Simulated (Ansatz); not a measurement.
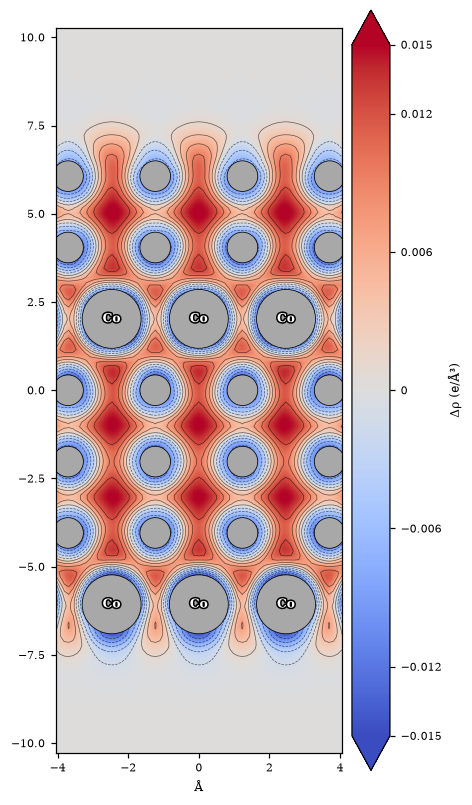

Co (slab). Difference of the valence pseudo-densities of two functionals at the same geometry, on the (100) plane of the calculation cell, a cut from vacuum to vacuum: RPBE less BLYP.

Spin-polarised.

Both computed with Ansatz (plane waves, PAW), on the same k-point mesh. Grey discs cover the atomic cores.

What does the difference map show?

Against BLYP, RPBE gives more density in the space between the atoms (+0.002 e/Å³ on average) and a change of +0.005 e/Å³ at the midpoint of Co–Co.
